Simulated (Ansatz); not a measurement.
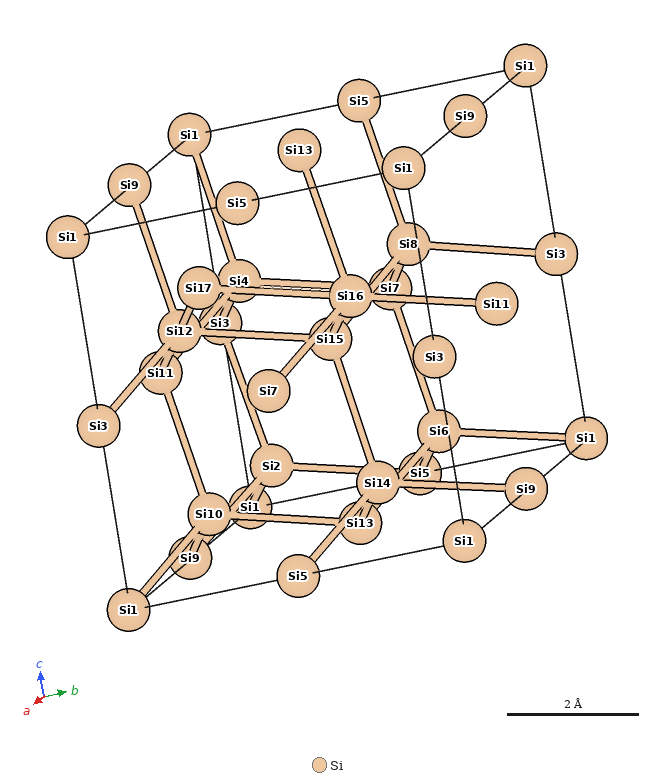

Fig. 1: The input geometry (ball-and-stick view of the cell of the calculation, seen slightly off an axis; atoms are numbered from 1 in the order of the input). Near neighbours in the crystal (not all of them lie inside the picture): Si has 4 Si at 2.31 to 2.39 Å; Si has 5 Si at 2.31 to 2.39 Å.

Nudged elastic band of Si

Si (defect cell, 17 atoms in the cell), computed with DFT PBE, scalar-relativistic, plane waves, PAW, PAW set soft_1, no spin polarisation (Ansatz 0.2.0).

The run did not end well. One setting was made poor on purpose. It belongs to a series of runs on one base structure; here: an input spoilt on purpose. Figures and captions count atoms from 1; the log counts them from 0 in places.

**What the program printed**
```
Warning: neb: disabling space-group detection — the band's intermediate images generally break the endpoint symmetry, so no spatial operation reduces the k-mesh or symmetrises the density, except that a semilocal band can use its path's symmetry ahead of convergence; time reversal is kept, so that k and −k are solved as one point where they differ and the mesh holds both, and exact exchange and, on two spinor components, a DFT+U term hold to it where the run has them: on two components no moment then forms, and a state that bears one, which a typed moment (crystal.atoms[].spin; refused beside efield: under a hybrid functional) reaches, can lie lower, under hf by electronvolts; crystal.symmetry.detect: false (a key that needs symmetry detection or time reversal refuses this as the deck is read) with time_reversal: false beside it drops time reversal too
Engine: ansatz 0.2.0, aarch64-unknown-linux-gnu
Pseudopotentials: kind: paw
Pseudopotential: Si, paw, valence charge 4, recommended cutoff 420 eV (normal), [file]
Functional definition: PBE
  parameter kappa = 0.804
  parameter beta = 0.06672455060314922
  exchange = pbe_x(kappa = kappa, mu = beta*pi^2/3)
  correlation = pbe_c(beta = beta)
NEB image 0
Crystal: 17 atoms, lattice volume = 320.206 Å³
Basis set: ecut = 420 eV, 6231 PW (Γ), exchange–correlation on 108×108×108 points (8 copies of the dense FFT grid, shifted against one another)
Bands: 51, of which v1, the nominal top of the filled ones, is band 34 counted from 1 (33 counted from 0)
Symmetry: 1 space group operations
k-points: 8
Non-local potential: Si, projectors of the file, l = 0: 2, l = 1: 2, l = 2: 1
PAW form: soft (Blöchl's): semilocal exchange-correlation on the pseudo side does not see the compensation charge
PAW one-centre angular grid: Si, 110 points (default); XC on 64 Gauss nodes
Initial density: superposition of atomic densities (chi_scale 0.1, normalization cell)
Initial wavefunctions: pseudopotential atomic-orbital guess
Functional: x = pbe(κ = 0.804, μ = 0.2195149727645171), c = pbe(β = 0.06672455060314922)
SCF iter   1: F=—  HF=-10806.188656 eV  |F-HF|=—  |Δ(HF+E_count)|=         —  Δρ=4.52e-2  dr2=6.45e0  ethr=3.10e-3  ⟨swp⟩=1.0  Hψ=3013  notcnv=0
preconditioner: auto → Resta (q_TF=auto, 2.107 Å⁻¹)  ε∞=5.5  [insulator: Δε(μ)=0.166 eV  Ē_g=8.107 eV  σ=0.050 eV  W_gap=0.56  n_scr=58 (ndim 8)  ℏωp=17.1 eV  f_vac=0.000  D(μ)=4.33/eV (n_scr^D=14)  ε∞_Penn≈5.5]
SCF iter   2: F=—  HF=-10805.070940 eV  |F-HF|=—  |Δ(HF+E_count)|=    1.12e0  Δρ=2.61e-2  dr2=2.16e0  ethr=3.10e-3  ⟨swp⟩=1.0  Hψ=1049  notcnv=0
SCF iter   3: F=—  HF=-10804.565146 eV  |F-HF|=—  |Δ(HF+E_count)|=   5.06e-1  Δρ=2.32e-3  dr2=3.02e-2  ethr=3.10e-3  ⟨swp⟩=1.0  Hψ=1193  notcnv=0
Error: did not converge after 3 iterations: dr2 = 3.02e-2 (threshold 1.00e-7), under the density mixer `msr1`, which `scf.mixing.algorithm: auto` chose by the deck's other keys (type `scf.mixing.algorithm: msr1` to keep it); raise `scf.max_iter`, which need not help a stalled SCF, or adjust the mixing (`scf.mixing`) or, under a smearing, its width (`scf.occupations.width`, in either direction: another width is another result); this run sums exchange and correlation on more points than the dense box has (`basis.xc_grid`), where a deck that converges on the dense box may not converge: try another level (where the key is left out runs that use forces, runs that use the stress, dielectric runs by a finite field, finite-displacement phonons, runs of phonons.displacement_patterns under a GGA or a meta-GGA, phonons by method: dfpt, dielectric runs by the response, runs on support functions, runs on PAW files under a meta-GGA or a hybrid on one, runs at kind: all_electron or under a hybrid on a GGA, runs under a text's formulas of a gradient, and runs on PAW files that evaluate rPW86 or Becke's exchange or LYP's correlation can take a finer level, which can go by the root key accuracy; a number is taken as typed), or, where it is served, `1`, the dense box, on which forces and the stress change with where the atoms sit on the grid; a lower level also moves a field's Born charges, by the response (dielectric, § Limitations, in the input reference) or by a finite field; under a meta-GGA, try another mixer (`scf.mixing.algorithm: anderson` or `broyden`); mind that the stability of the state on which such a run converges can go unchecked at the default of `scf.lower_state_search`; see `basis.xc_grid`, Limitations — the other mixer that `auto` picks from is left to try (`scf.mixing.algorithm: broyden`); it can need more iterations, either can converge an SCF that the other leaves open, and the two can end on different states; the input reference at `scf.mixing.algorithm` says more, and from which start to try it
```

The run was set up as follows.

**The input**
```yaml
crystal:
  lattice:
    - [0.0, 5.43, 5.43]
    - [5.43, 0.0, 5.43]
    - [5.43, 5.43, 0.0]
  atoms:
    - { symbol: Si, position: [0.00372804, -0.00333508, 0.00308923] }
    - { symbol: Si, position: [0.12500945, 0.12623533, 0.1246231] }
    - { symbol: Si, position: [0.00379046, -0.00303834, 0.49698189] }
    - { symbol: Si, position: [0.13262953, 0.12265903, 0.62271191] }
    - { symbol: Si, position: [0.0001738, 0.49992293, -6.718e-05] }
    - { symbol: Si, position: [0.12496646, 0.62433833, 0.12438237] }
    - { symbol: Si, position: [0.00371708, 0.50302791, 0.49671142] }
    - { symbol: Si, position: [0.12500371, 0.6245997, 0.6262442] }
    - { symbol: Si, position: [0.49726427, -0.00311803, 0.00336605] }
    - { symbol: Si, position: [0.62328978, 0.12262481, 0.13183091] }
    - { symbol: Si, position: [0.5010233, 0.00019865, 0.5002734] }
    - { symbol: Si, position: [0.62358265, 0.12321113, 0.62322921] }
    - { symbol: Si, position: [0.49728871, 0.50295641, 0.00300627] }
    - { symbol: Si, position: [0.62646932, 0.62459091, 0.12460873] }
    - { symbol: Si, position: [0.49725083, 0.50334418, 0.49688907] }
    - { symbol: Si, position: [0.62328677, 0.63175283, 0.62267393] }
    - { symbol: Si, position: [0.75105034, 0.250185, 0.75025737] }
basis:
  ecutwfc: 420.0
kpoints:
  mp_grid: { grid: [2, 2, 2] }
hamiltonian:
  xc: pbe
  pseudopotentials: { kind: paw, azcp: { folder: soft_1 } }
scf:
  occupations: { method: fermi_dirac, width: 0.05 }
  lower_state_search: "off"
  max_iter: 3
neb:
  images: 7
  f_tol: 0.05
  initial_path: idpp
  max_iterations: 8
  spring: { min: 2.0, max: 10.0 }
  final_atoms:
    - { symbol: Si, position: [-0.00138946, 0.00043595, 0.00051975] }
    - { symbol: Si, position: [0.12788534, 0.1217731, 0.12218825] }
    - { symbol: Si, position: [0.00179139, -0.00655562, 0.50246458] }
    - { symbol: Si, position: [0.12785699, 0.12198141, 0.62818487] }
    - { symbol: Si, position: [0.00162245, 0.50199316, -0.00560964] }
    - { symbol: Si, position: [0.12788453, 0.62815355, 0.1221909] }
    - { symbol: Si, position: [0.00179013, 0.50230172, 0.50246744] }
    - { symbol: Si, position: [0.12409468, 0.62500449, 0.62589971] }
    - { symbol: Si, position: [0.50015581, 0.00045682, 0.00063287] }
    - { symbol: Si, position: [0.62489735, 0.12504919, 0.1250054] }
    - { symbol: Si, position: [0.50016864, 0.00056574, 0.49870286] }
    - { symbol: Si, position: [0.62140921, 0.12204005, 0.62830379] }
    - { symbol: Si, position: [0.50015612, 0.49875471, 0.00063411] }
    - { symbol: Si, position: [0.62135226, 0.62812478, 0.12239904] }
    - { symbol: Si, position: [0.49248508, 0.50240261, 0.5027126] }
    - { symbol: Si, position: [0.62140994, 0.62824904, 0.62830496] }
    - { symbol: Si, position: [0.87414471, 0.37499583, 0.37586818] }
  order_check: true
```

Launch command:
```bash
ansatz run input.yaml --threads 1 --pin off --max-ram 3072MiB --backend cpu --events-out ev --progress --plain --runs-dir out
```

**What the run reported**

```tsv
quantity	value
outcome	not converged
hardware	1 thread of Arm Neoverse V2, 24 GiB of memory available, shared host
wall time	3.9 s
peak memory	0.46 GiB
```

The run did not converge: “did not converge after 3 iterations: dr2 = 3.02e-2 (threshold 1.00e-7), under the density mixer `msr1`, which `scf.mixing.algorithm: auto` chose by the deck's other keys (type `scf.mixing.algorithm: msr1` to keep it) …” Its last values are not results. A deliberately poor setting: bad input.
